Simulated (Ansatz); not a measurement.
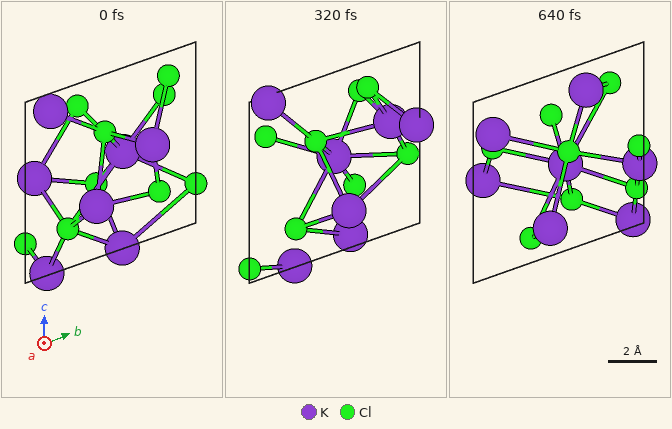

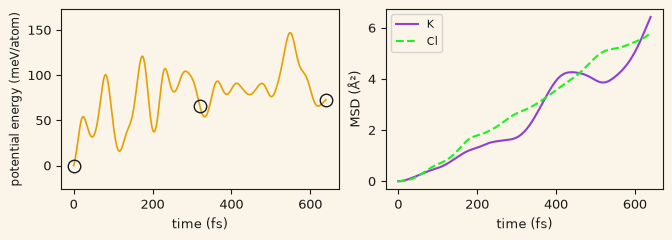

Molecular dynamics of KCl with a K vacancy (15 atoms in the cell), 640 fs long. It starts from the last geometry of an earlier run, with fresh velocities. Frames and the history of the run. Style: ball-and-stick. Shown: the reduced simulation cell, along the a axis. Atoms that leave the cell re-enter on the other side. Bonds to atoms that aren't drawn are left out. Lengths and directions refer to the drawn axes.

Computed with Ansatz 0.2.0, DFT PBEsol, scalar-relativistic, plane waves, PAW. Run with plane-wave cutoff 420 eV; k-point mesh 1 × 1 × 1; Fermi-Dirac smearing 0.05 eV; low-accuracy preset; Nosé-Hoover thermostat (NVT); set temperature 1920 K; time step 2 fs; thermostat time 200.0 fs.

The input:
```yaml
accuracy: low
crystal:
  lattice:
    - [0.0, 6.274726, 6.274726]
    - [6.274726, 0.0, 6.274726]
    - [6.274726, 6.274726, 0.0]
  atoms:
    - { symbol: K, position: [-0.04739507, 0.14461375, -0.10474428] }
    - { symbol: Cl, position: [0.21947734, 0.41146087, 0.40783008] }
    - { symbol: Cl, position: [0.19424683, 0.3007281, 0.87408624] }
    - { symbol: K, position: [-0.06288896, 0.41413104, 0.28143023] }
    - { symbol: Cl, position: [0.23325904, 0.9961386, 0.21333561] }
    - { symbol: K, position: [-0.06863871, 0.74226931, 0.5125918] }
    - { symbol: Cl, position: [0.24750556, 0.81022471, 0.76748204] }
    - { symbol: K, position: [0.52926167, 0.12220213, 0.00799142] }
    - { symbol: Cl, position: [0.73529444, 0.24536675, 0.21313229] }
    - { symbol: K, position: [0.47694671, 0.04974529, 0.55652053] }
    - { symbol: Cl, position: [0.64445198, 0.46232413, 0.67683632] }
    - { symbol: K, position: [0.50442907, 0.56431047, 0.00099666] }
    - { symbol: Cl, position: [0.84941848, 0.78181319, 0.2420531] }
    - { symbol: K, position: [0.37895719, 0.56711101, 0.53410964] }
    - { symbol: Cl, position: [0.7196496, 0.83466428, 0.86338726] }
basis:
  ecutwfc: 420.0
kpoints:
  mp_grid: { grid: [1, 1, 1] }
hamiltonian:
  xc: pbesol
scf:
  occupations: { method: fermi_dirac, width: 0.05 }
  lower_state_search: "off"
md:
  timestep: 2
  n_steps: 320
  ensemble: nvt_nose_hoover
  temperature: 1920.0
  initial_velocities: maxwell_boltzmann
  seed: 979418
  nose_hoover: { tau: 200.0, chain_length: 5 }
```

Command:
```bash
ansatz run input.yaml --threads 1 --pin off --max-ram 3072MiB --backend cpu --events-out ev --progress --plain --runs-dir out
```

### What happens in this trajectory?

The mean temperature in the second half is 2334 K (standard deviation 193 K). The potential energy in the second half lies on average 88.8 meV per atom above the first frame. In the second half of the run the atoms are, in the root-mean-square, this far from where they began (common drift taken out): Cl 2.10 Å, K 2.01 Å. That is a large part of the typical shortest distance between atoms in the first frame, about 2.8 Å and still growing: the atoms leave their places as in a liquid.

Limits of the set-up: the cell has an odd number of electrons but was run without spin polarisation; the program's low-accuracy preset was used.

Cost: 14 min on 1 thread of Intel(R) Xeon(R) Platinum 8259CL CPU @ 2.50GHz (Skylake/Cascade Lake) (shared host), peak memory 0.58 GiB.
